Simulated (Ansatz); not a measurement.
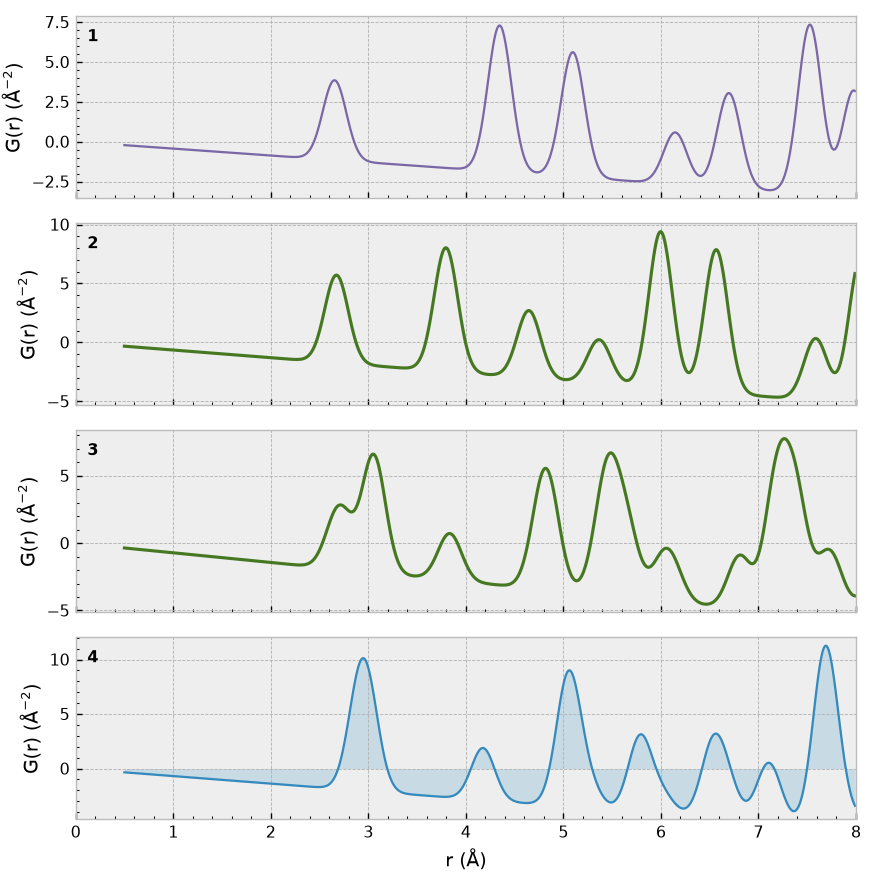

Each curve is a calculated X-ray PDF: distances of the static structure, each pair weighted by the product of the atomic numbers (X-ray weights at Q = 0), broadened by Gaussians with σ = 0.12 Å. There is no Q-range truncation.

Candidate structures:

A. 
```yaml
crystal:
  lattice:
    - [4.76600, 0.00000, 0.00000]
    - [-2.38300, 4.12747, 0.00000]
    - [0.00000, 0.00000, 2.67386]
  atoms:
    - { symbol: Ta, position: [0.00000, 0.00000, 0.00000] }
    - { symbol: Ta, position: [0.33333, 0.66667, 0.50000] }
    - { symbol: Ta, position: [0.66667, 0.33333, 0.50000] }
```

B. 
Space group Pm-3m (No. 221). a = 2.684 Å, b = 2.684 Å, c = 2.684 Å, α = 90.00°, β = 90.00°, γ = 90.00°
| atom | site | symmetry | x | y | z |
| --- | --- | --- | --- | --- | --- |
| Ta | 1a | m-3m | 0.0000 | 0.0000 | 0.0000 |

C. 
```yaml
crystal:
  lattice:
    - [6.14504, 0.00000, 0.00000]
    - [0.00000, 6.14504, 0.00000]
    - [0.00000, 0.00000, 6.14504]
  atoms:
    - { symbol: Ta, position: [0.75000, 0.75000, 0.75000] }
    - { symbol: Ta, position: [0.00000, 0.50000, 0.00000] }
    - { symbol: Ta, position: [0.75000, 0.25000, 0.25000] }
    - { symbol: Ta, position: [0.00000, 0.00000, 0.50000] }
    - { symbol: Ta, position: [0.25000, 0.75000, 0.25000] }
    - { symbol: Ta, position: [0.50000, 0.50000, 0.50000] }
    - { symbol: Ta, position: [0.25000, 0.25000, 0.75000] }
    - { symbol: Ta, position: [0.50000, 0.00000, 0.00000] }
```

D. 
```cif
data_structure
_symmetry_space_group_name_H-M 'P6_3/mmc'
_symmetry_Int_Tables_number 194
_cell_length_a 2.8976
_cell_length_b 2.8976
_cell_length_c 9.9975
_cell_angle_alpha 90.000
_cell_angle_beta 90.000
_cell_angle_gamma 120.000
_cell_volume 72.70
loop_
_atom_site_label
_atom_site_type_symbol
_atom_site_symmetry_multiplicity
_atom_site_Wyckoff_symbol
_atom_site_fract_x
_atom_site_fract_y
_atom_site_fract_z
_atom_site_occupancy
Ta1 Ta 2 a 0.00000 0.00000 0.00000 1
Ta2 Ta 2 c 0.33333 0.66667 0.25000 1
```

Origins: A, the end point of a relaxation with DFT, LDA (PW92), plane waves (420 eV) with PAW, scalar-relativistic (Ansatz); the starting structure was generated, so it need not be a known form of this composition; B, the geometry relaxed with Ansatz, DFT, LDA (PW92), plane waves (420 eV) with PAW, scalar-relativistic; the starting structure was generated, so it need not be a known form of this composition; C, the input geometry of an electronic-structure calculation (not necessarily at equilibrium); the starting structure was generated, so it need not be a known form of this composition; D, the geometry relaxed with Ansatz 0.2.0, DFT, PBEsol, plane waves (420 eV) with PAW, scalar-relativistic; the starting structure was generated, so it need not be a known form of this composition.

Which PDF belongs to which candidate?

Answer. curve 1 is C (Ta, first clear peaks at 2.65 Å (Ta–Ta) and 4.35 Å (Ta–Ta)); curve 2 is B (Ta, first clear peaks at 2.67 Å (Ta–Ta) and 3.80 Å (Ta–Ta)); curve 3 is A (Ta, first clear peaks at 2.72 Å (Ta–Ta) and 3.05 Å (Ta–Ta)); curve 4 is D (Ta, first clear peaks at 2.95 Å (Ta–Ta) and 4.18 Å (Ta–Ta)).
